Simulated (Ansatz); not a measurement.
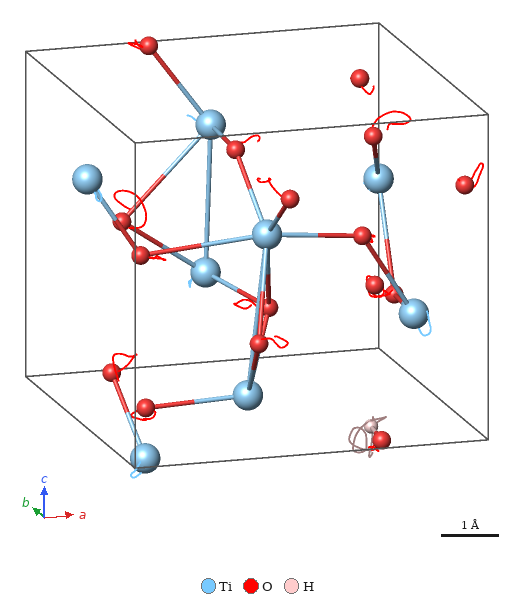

A Born-Oppenheimer molecular dynamics run of TiO2 with an interstitial H (25 atoms in the cell), 95 fs long. It starts from the last geometry of an earlier run, with fresh velocities. Lines trace each atom's path, in the colour of its element; spheres stand at the starting positions. Seen slightly off an axis in the simulation cell.

The calculation used Ansatz 0.2.0, DFT PBE, scalar-relativistic, plane waves, PAW. Settings: plane-wave cutoff 420 eV; k-point mesh 2 × 2 × 2; Fermi-Dirac smearing 0.02 eV; spin collinear; low-accuracy preset; Langevin thermostat (NVT); set temperature 2100 K; time step 0.5 fs; friction 0.005 per fs.

Describe the motion.

Root-mean-square distances from the starting positions over the second half, with the common drift of all atoms taken out: H 0.49 Å, O 0.43 Å, Ti 0.38 Å. The run lasts only 95 fs, too short to tell vibration from diffusion. Bond changes: one H–O bond forms at about 67 fs; one H–O bond breaks at about 88 fs.

Limits of the set-up: the k-point mesh is coarse for a cell with partly filled bands; the program's low-accuracy preset was used; the periodic images lie only 5.9 Å apart, so the values are limited by the cell's size.

Cost: 33 min on 4 threads of Arm Neoverse V2, with other jobs on the host, peak memory 1.9 GiB.

PAW datasets: the set soft_1.
